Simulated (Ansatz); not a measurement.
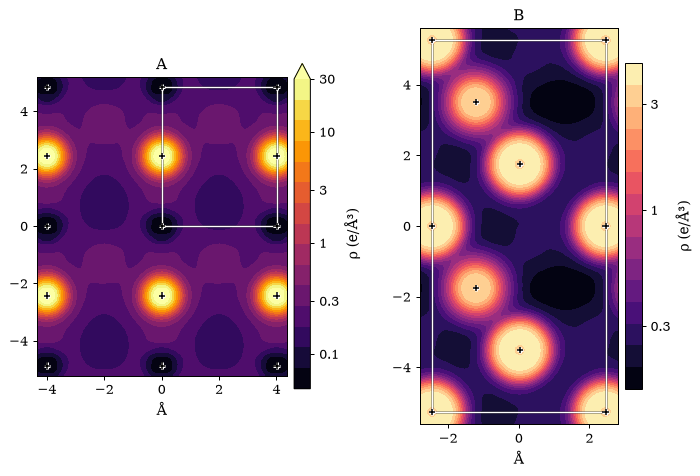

The valence pseudo-density of 2 systems, each on a plane through atoms (crosses mark nuclei in the plane).

Level of theory: DFT PBEsol, scalar-relativistic, plane waves, PAW (Ansatz).

System 1: Al$_{3}$Ni$_{2}$, the (010) plane of the conventional cell. Space group P-3m1; a structure from a database of computed crystals, not necessarily the ambient phase; computed without spin polarisation.

```yaml
crystal:
  lattice:
    - [4.00314, 0.00000, 0.00000]
    - [-2.00157, 3.46682, 0.00000]
    - [0.00000, 0.00000, 4.85946]
  atoms:
    - { symbol: Al, position: [0.00000, 0.00000, 0.00000] }
    - { symbol: Al, position: [0.33333, 0.66667, 0.64778] }
    - { symbol: Al, position: [0.66667, 0.33333, 0.35222] }
    - { symbol: Ni, position: [0.33333, 0.66667, 0.14557] }
    - { symbol: Ni, position: [0.66667, 0.33333, 0.85443] }
```

System 2: Ta$_{2}$N, the (101̄) plane of the calculation cell. Space group P-31m; a structure from a database of computed crystals, not necessarily the ambient phase.

Q: Which map belongs to which system?

A: Panel A is system 1, Al$_{3}$Ni$_{2}$: the plane holds Al and Ni. Al–Ni (2.44 Å): ρ is about 0.37 e/Å³ halfway. Panel B is system 2, Ta$_{2}$N: the plane holds Ta and N. Ta–N (2.15 Å): ρ is about 0.63 e/Å³ halfway.
